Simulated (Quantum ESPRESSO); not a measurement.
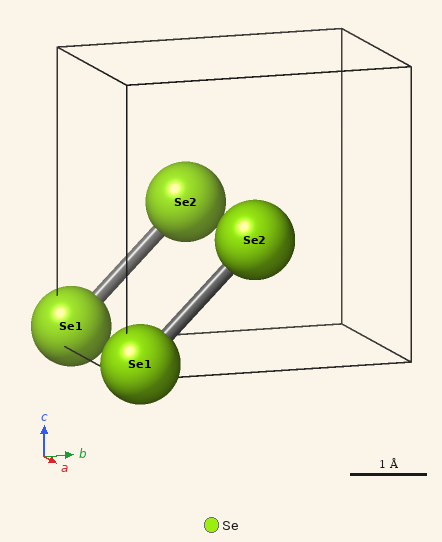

The structure (ball-and-stick view of the cell of the calculation, seen slightly off an axis; atoms are numbered from 1 in the order of the input). An atom can appear more than once, as a periodic image. Near neighbours in the periodic cell (some may lie outside the picture): Se has 1 Se at 2.23 Å.

## Se: fields calculation

- system: Se (2 atoms in the cell)
- method: Kohn-Sham DFT of a periodic cell, WC, PseudoDojo 0.4.1 SR PBEsol standard, no spin polarisation (Quantum ESPRESSO 7.5)

The structure derives from a Materials Project entry.

**What the program printed**
```
This program is part of the open-source Quantum ESPRESSO suite
     for quantum simulation of materials; please cite
         "P. Giannozzi et al., J. Phys.:Condens. Matter 21 395502 (2009);
         "P. Giannozzi et al., J. Phys.:Condens. Matter 29 465901 (2017);
         "P. Giannozzi et al., J. Chem. Phys. 152 154105 (2020);
          URL
     in publications or presentations arising from this work. More details at

     IMPORTANT: XC functional enforced from input :
     Exchange-correlation= WC
                           (   1   4  11   4   0   0   0)
     Any further DFT definition will be discarded
     Please, verify this is what you really want

     Message from routine setup:
     using ibrav=0 with symmetry is DISCOURAGED, use correct ibrav instead

     G-vector sticks info
     --------------------
     sticks:   dense  smooth     PW     G-vecs:    dense   smooth      PW
     Sum        1095    1095    315                32235    32235    5013

     Using Slab Decomposition

     bravais-lattice index     =            0
     lattice parameter (alat)  =       5.3112  a.u.
     unit-cell volume          =     299.6447 (a.u.)^3
     number of atoms/cell      =            2
     number of atomic types    =            1
     number of electrons       =        32.00
     number of Kohn-Sham states=           24
     kinetic-energy cutoff     =      86.0000  Ry
     charge density cutoff     =     344.0000  Ry
     scf convergence threshold =      4.0E-10
     mixing beta               =       0.5000
     number of iterations used =            8  plain     mixing
     Exchange-correlation= WC
                           (   1   4  11   4   0   0   0)

     celldm(1)=   5.311194  celldm(2)=   0.000000  celldm(3)=   0.000000
     celldm(4)=   0.000000  celldm(5)=   0.000000  celldm(6)=   0.000000

     crystal axes: (cart. coord. in units of alat)
               a(1) = (  -1.000000   0.000000   0.000000 )
               a(2) = (   0.000000   1.000000   1.000000 )
               a(3) = (   0.000000   1.000000  -1.000000 )

     reciprocal axes: (cart. coord. in units 2 pi/alat)
               b(1) = ( -1.000000  0.000000  0.000000 )
               b(2) = (  0.000000  0.500000  0.500000 )
               b(3) = (  0.000000  0.500000 -0.500000 )

     PseudoPot. # 1 for Se read from file:
     Se.upf
     Pseudo is Norm-conserving + core correction, Zval = 16.0
     Generated using ONCVPSP code by D. R. Hamann
     Using radial grid of 1198 points,  6 beta functions with:
                l(1) =   0
                l(2) =   0
                l(3) =   1
                l(4) =   1
                l(5) =   2
                l(6) =   2

     atomic species   valence    mass     pseudopotential
     Se               16.00    78.97100     Se( 1.00)

      2 Sym. Ops., with inversion, found ( 1 have fractional translation)

   Cartesian axes

     site n.     atom                  positions (alat units)
         1        Se     tau(   1) = (  -0.9522561   0.1055726   0.0150990  )
         2        Se     tau(   2) = (  -0.0477439   0.8944274  -0.0150990  )

     number of k points=     8  Fermi-Dirac smearing, width (Ry)=  0.0100
                       cart. coord. in units 2pi/alat
        k(    1) = (   0.0000000   0.0000000   0.0000000), wk =   0.1666667
        k(    2) = (   0.0000000  -0.2500000   0.2500000), wk =   0.1666667
        k(    3) = (  -0.0000000  -0.5000000   0.0000000), wk =   0.1666667
        k(    4) = (  -0.3333333   0.0000000   0.0000000), wk =   0.3333333
        k(    5) = (  -0.3333333  -0.2500000   0.2500000), wk =   0.3333333
        k(    6) = (  -0.3333333  -0.5000000   0.0000000), wk =   0.3333333
        k(    7) = (   0.0000000  -0.2500000  -0.2500000), wk =   0.1666667
        k(    8) = (   0.3333333  -0.2500000  -0.2500000), wk =   0.3333333

     Dense  grid:    32235 G-vectors     FFT dimensions: (  32,  48,  48)

     Initial potential from superposition of free atoms

     starting charge      31.9999, renormalised to      32.0000
     Starting wfcs are   18 randomized atomic wfcs +    6 random wfcs

     Self-consistent Calculation

     iteration #  1     ecut=    86.00 Ry     beta= 0.50
     CG style diagonalization
     ethr =  1.00E-02,  avg # of iterations =  4.2

     Threshold (ethr) on eigenvalues was too large:
     Diagonalizing with lowered threshold

     CG style diagonalization
     c_bands:  1 eigenvalues not converged
     c_bands:  1 eigenvalues not converged
     ethr =  4.80E-05,  avg # of iterations =  5.2

     total energy              =    -484.94239187 Ry
     estimated scf accuracy    <       0.01293983 Ry

     iteration #  2     ecut=    86.00 Ry     beta= 0.50
     CG style diagonalization
     ethr =  4.04E-05,  avg # of iterations =  3.0

     total energy              =    -484.94302970 Ry
     estimated scf accuracy    <       0.00146389 Ry

     iteration #  3     ecut=    86.00 Ry     beta= 0.50
     CG style diagonalization
     c_bands:  1 eigenvalues not converged
     ethr =  4.57E-06,  avg # of iterations =  3.6

     total energy              =    -484.94318369 Ry
     estimated scf accuracy    <       0.00009763 Ry

     iteration #  4     ecut=    86.00 Ry     beta= 0.50
     CG style diagonalization
     ethr =  3.05E-07,  avg # of iterations =  3.8

     total energy              =    -484.94321042 Ry
     estimated scf accuracy    <       0.00001874 Ry

     iteration #  5     ecut=    86.00 Ry     beta= 0.50
     CG style diagonalization
     ethr =  5.86E-08,  avg # of iterations =  3.3

     total energy              =    -484.94321383 Ry
     estimated scf accuracy    <       0.00000076 Ry

     iteration #  6     ecut=    86.00 Ry     beta= 0.50
     CG style diagonalization
     ethr =  2.36E-09,  avg # of iterations =  3.8

     total energy              =    -484.94321414 Ry
     estimated scf accuracy    <       0.00000006 Ry

     iteration #  7     ecut=    86.00 Ry     beta= 0.50
     CG style diagonalization
     ethr =  1.81E-10,  avg # of iterations =  3.6

     total energy              =    -484.94321415 Ry
     estimated scf accuracy    <          4.2E-09 Ry

     iteration #  8     ecut=    86.00 Ry     beta= 0.50
     CG style diagonalization
     ethr =  1.32E-11,  avg # of iterations =  3.7

     total energy              =    -484.94321415 Ry
     estimated scf accuracy    <          4.0E-10 Ry

     iteration #  9     ecut=    86.00 Ry     beta= 0.50
     CG style diagonalization
     ethr =  1.26E-12,  avg # of iterations =  3.7
```

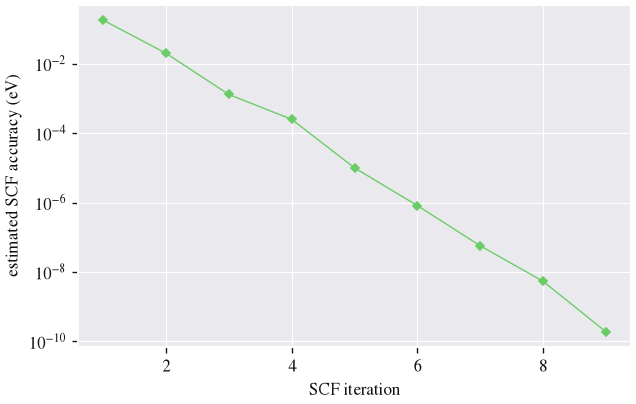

Convergence of the self-consistent field: estimated SCF accuracy against the iteration. The field takes 9 iterations in all.

```
     End of self-consistent calculation

          k = 0.0000 0.0000 0.0000 (  4007 PWs)   bands (ev):

   -38.3088 -38.2359 -38.1927 -38.1823 -38.1267 -38.0909 -38.0274 -38.0212
   -38.0184 -37.9969  -6.5651  -1.0024   4.4692   6.1751   9.2385  11.4377
    13.2327  14.3896  15.8627  17.7160  18.6532  19.0893  23.9041  25.9544

          k = 0.0000-0.2500 0.2500 (  4006 PWs)   bands (ev):

   -38.3076 -38.2360 -38.1925 -38.1817 -38.1279 -38.0892 -38.0226 -38.0215
   -38.0186 -38.0033  -5.6993  -2.9530   5.6738   6.4785   9.0987  10.4578
    12.1584  13.7955  18.2940  19.2462  19.5574  21.1727  24.6030  26.7814

          k =-0.0000-0.5000 0.0000 (  4080 PWs)   bands (ev):

   -38.3078 -38.2362 -38.1923 -38.1815 -38.1260 -38.0905 -38.0242 -38.0204
   -38.0126 -38.0091  -5.1611  -3.0158   3.4830   3.8155  12.4072  13.4525
    13.6925  14.7462  18.0826  20.6080  20.9968  22.1186  22.3586  23.4931

          k =-0.3333 0.0000 0.0000 (  4044 PWs)   bands (ev):

   -38.3020 -38.2408 -38.1949 -38.1729 -38.1248 -38.0906 -38.0271 -38.0260
   -38.0126 -37.9896  -5.2064   0.3414   4.5418   5.7495   7.4422   9.1237
    10.4267  14.0720  17.1017  17.4440  18.6310  19.9990  20.7793  21.1469

          k =-0.3333-0.2500 0.2500 (  4040 PWs)   bands (ev):

   -38.3008 -38.2408 -38.1950 -38.1719 -38.1264 -38.0893 -38.0274 -38.0252
   -38.0075 -37.9968  -4.3740  -1.5337   5.3483   6.7074   7.6231   7.8578
    10.4641  11.9091  17.7108  18.5459  19.4516  20.9485  21.2448  21.7998

          k =-0.3333-0.5000 0.0000 (  4064 PWs)   bands (ev):

   -38.3009 -38.2411 -38.1948 -38.1716 -38.1245 -38.0907 -38.0290 -38.0234
   -38.0031 -38.0016  -3.8556  -1.6072   4.8553   5.0235   6.1185   7.5038
    13.5567  14.4049  15.9561  16.7591  20.8383  23.3315  23.8108  26.6437

          k = 0.0000-0.2500-0.2500 (  4006 PWs)   bands (ev):

   -38.3073 -38.2359 -38.1926 -38.1832 -38.1250 -38.0925 -38.0266 -38.0198
   -38.0147 -38.0033  -5.8899  -2.5449   5.3451   6.5970   8.6942  10.3735
    12.0096  13.9885  18.7432  19.6658  20.0132  21.4253  24.2430  26.2365

          k = 0.3333-0.2500-0.2500 (  4040 PWs)   bands (ev):

   -38.3005 -38.2408 -38.1949 -38.1737 -38.1232 -38.0922 -38.0289 -38.0245
   -38.0066 -37.9958  -4.5633  -1.1212   5.1956   6.4823   7.7809   8.0192
    10.0634  11.7609  17.4773  18.5059  19.4369  21.4202  21.7022  22.2681

     the Fermi energy is    10.4460 ev

!    total energy              =    -484.94321415 Ry
     estimated scf accuracy    <          1.4E-11 Ry
     smearing contrib. (-TS)   =      -0.00759721 Ry
     internal energy E=F+TS    =    -484.93561694 Ry

     The total energy is F=E-TS. E is the sum of the following terms:
     one-electron contribution =    -260.29976555 Ry
     hartree contribution      =     137.69160809 Ry
     xc contribution           =     -96.42964525 Ry
     ewald contribution        =    -265.89781423 Ry

     convergence has been achieved in   9 iterations

     Forces acting on atoms (cartesian axes, Ry/au):

     atom    1 type  1   force =    -0.00878366   -0.08184186    0.00465847
     atom    2 type  1   force =     0.00878366    0.08184186   -0.00465847

     Total force =     0.116593     Total SCF correction =     0.000026

     Computing stress (Cartesian axis) and pressure

          total   stress  (Ry/bohr**3)                   (kbar)     P=       66.79
  -0.00121506   0.00006258   0.00004174         -178.74        9.21        6.14
   0.00006258   0.00162862  -0.00008443            9.21      239.58      -12.42
   0.00004174  -0.00008443   0.00094852            6.14      -12.42      139.53

=------------------------------------------------------------------------------=
   JOB DONE.
=------------------------------------------------------------------------------=
```

**File pp_density.out**
```
This program is part of the open-source Quantum ESPRESSO suite
     for quantum simulation of materials; please cite
         "P. Giannozzi et al., J. Phys.:Condens. Matter 21 395502 (2009);
         "P. Giannozzi et al., J. Phys.:Condens. Matter 29 465901 (2017);
         "P. Giannozzi et al., J. Chem. Phys. 152 154105 (2020);
          URL
     in publications or presentations arising from this work. More details at

     ./tmp/pwscf.save/

     IMPORTANT: XC functional enforced from input :
     Exchange-correlation= WC
                           (   1   4  11   4   0   0   0)
     Any further DFT definition will be discarded
     Please, verify this is what you really want

     G-vector sticks info
     --------------------
     sticks:   dense  smooth     PW     G-vecs:    dense   smooth      PW
     Sum        1095    1095    315                32235    32235    5013

     Using Slab Decomposition

     Calling punch_plot, plot_num =   0
     Writing data to file  density.dat
     Reading data from file  density.dat

     Writing data to be plotted to file density.cube
     Plot Type: 3D                     Output format: Gaussian cube

=------------------------------------------------------------------------------=
   JOB DONE.
=------------------------------------------------------------------------------=
```

**File pp_potential.out**
```
This program is part of the open-source Quantum ESPRESSO suite
     for quantum simulation of materials; please cite
         "P. Giannozzi et al., J. Phys.:Condens. Matter 21 395502 (2009);
         "P. Giannozzi et al., J. Phys.:Condens. Matter 29 465901 (2017);
         "P. Giannozzi et al., J. Chem. Phys. 152 154105 (2020);
          URL
     in publications or presentations arising from this work. More details at

     ./tmp/pwscf.save/

     IMPORTANT: XC functional enforced from input :
     Exchange-correlation= WC
                           (   1   4  11   4   0   0   0)
     Any further DFT definition will be discarded
     Please, verify this is what you really want

     G-vector sticks info
     --------------------
     sticks:   dense  smooth     PW     G-vecs:    dense   smooth      PW
     Sum        1095    1095    315                32235    32235    5013

     Using Slab Decomposition

     Calling punch_plot, plot_num =  11
     Writing data to file  potential.dat
     Reading data from file  potential.dat

     Writing data to be plotted to file potential.cube
     Plot Type: 3D                     Output format: Gaussian cube

=------------------------------------------------------------------------------=
   JOB DONE.
=------------------------------------------------------------------------------=
```

**File pp_elf.out**
```
This program is part of the open-source Quantum ESPRESSO suite
     for quantum simulation of materials; please cite
         "P. Giannozzi et al., J. Phys.:Condens. Matter 21 395502 (2009);
         "P. Giannozzi et al., J. Phys.:Condens. Matter 29 465901 (2017);
         "P. Giannozzi et al., J. Chem. Phys. 152 154105 (2020);
          URL
     in publications or presentations arising from this work. More details at

     ./tmp/pwscf.save/

     IMPORTANT: XC functional enforced from input :
     Exchange-correlation= WC
                           (   1   4  11   4   0   0   0)
     Any further DFT definition will be discarded
     Please, verify this is what you really want

     G-vector sticks info
     --------------------
     sticks:   dense  smooth     PW     G-vecs:    dense   smooth      PW
     Sum        1095    1095    315                32235    32235    5013

     Using Slab Decomposition

     Calling punch_plot, plot_num =   8
     Message from routine do_elf_kin:
     elf/kin + US not fully implemented
     Writing data to file  elf.dat
     Reading data from file  elf.dat

     Writing data to be plotted to file elf.cube
     Plot Type: 3D                     Output format: Gaussian cube

=------------------------------------------------------------------------------=
   JOB DONE.
=------------------------------------------------------------------------------=
```

The run was set up as follows.

**Input file**
```
&CONTROL
  calculation = 'scf'
  prefix = 'pwscf'
  outdir = './tmp'
  pseudo_dir = './pseudo'
  tprnfor = .true.
  tstress = .true.
  disk_io = 'low'
/
&SYSTEM
  ibrav = 0
  nat = 2
  ntyp = 1
  ecutwfc = 86
  nbnd = 24
  input_dft = 'wc'
  occupations = 'smearing'
  smearing = 'fd'
  degauss = 0.00999582
/
&ELECTRONS
  conv_thr = 4d-10
  electron_maxstep = 120
  mixing_beta = 0.5
  diagonalization = 'cg'
/
ATOMIC_SPECIES
Se    78.9710 Se.upf
CELL_PARAMETERS angstrom
  -2.8105630200    0.0000000000    0.0000000000
   0.0000000000    2.8105630200    2.8105630200
   0.0000000000    2.8105630200   -2.8105630200
ATOMIC_POSITIONS crystal
Se     0.9522561000    0.0603357800    0.0452367800
Se     0.0477439000    0.4396642200    0.4547632200
K_POINTS automatic
3 2 2 0 0 0
```

**File pp_density.in**
```
&INPUTPP
  prefix = 'pwscf'
  outdir = './tmp'
  filplot = 'density.dat'
  plot_num = 0
/
&PLOT
  nfile = 1
  filepp(1) = 'density.dat'
  iflag = 3
  output_format = 6
  fileout = 'density.cube'
/
```

**File pp_potential.in**
```
&INPUTPP
  prefix = 'pwscf'
  outdir = './tmp'
  filplot = 'potential.dat'
  plot_num = 11
/
&PLOT
  nfile = 1
  filepp(1) = 'potential.dat'
  iflag = 3
  output_format = 6
  fileout = 'potential.cube'
/
```

**File pp_elf.in**
```
&INPUTPP
  prefix = 'pwscf'
  outdir = './tmp'
  filplot = 'elf.dat'
  plot_num = 8
/
&PLOT
  nfile = 1
  filepp(1) = 'elf.dat'
  iflag = 3
  output_format = 6
  fileout = 'elf.cube'
/
```

**File pp_potential_ks.in**
```
&INPUTPP
  prefix = 'pwscf'
  outdir = './tmp'
  filplot = 'potential_ks.dat'
  plot_num = 1
/
&PLOT
  nfile = 1
  filepp(1) = 'potential_ks.dat'
  iflag = 3
  output_format = 6
  fileout = 'potential_ks.cube'
/
```

Command:
```bash
OMP_NUM_THREADS=1 pw.x -in pw.in > pw.out
OMP_NUM_THREADS=1 pp.x -in pp_density.in > pp_density.out
OMP_NUM_THREADS=1 pp.x -in pp_potential.in > pp_potential.out
OMP_NUM_THREADS=1 pp.x -in pp_elf.in > pp_elf.out
OMP_NUM_THREADS=1 pp.x -in pp_potential_ks.in > pp_potential_ks.out
```

**Key numbers**

```csv
quantity,value
outcome,converged
space group (tolerance 0.01 Å),P-1 (2)
electrons treated,32
free energy,−6597.9886 eV
Fermi energy,10.446 eV
gap on the k-point mesh,none (metallic)
pressure,6.68 GPa
largest force (length of the vector),2.120 eV/Å
hardware,"1 thread of Intel Xeon (Sapphire Rapids), 16 GiB of memory available, shared host"
wall time,14 s
peak memory,0.09 GiB
```

**Remarks**

Settings chosen away from the usual ones: k set to [3, 2, 2] (from [9, 7, 7]); diagonalization set to cg. The settings depart from the standard set-up of this series, which can bear on the numbers. Further notes kept with the run: potentials made for another functional. Points of doubt noted for this run: coarse mesh; potentials made for another functional.
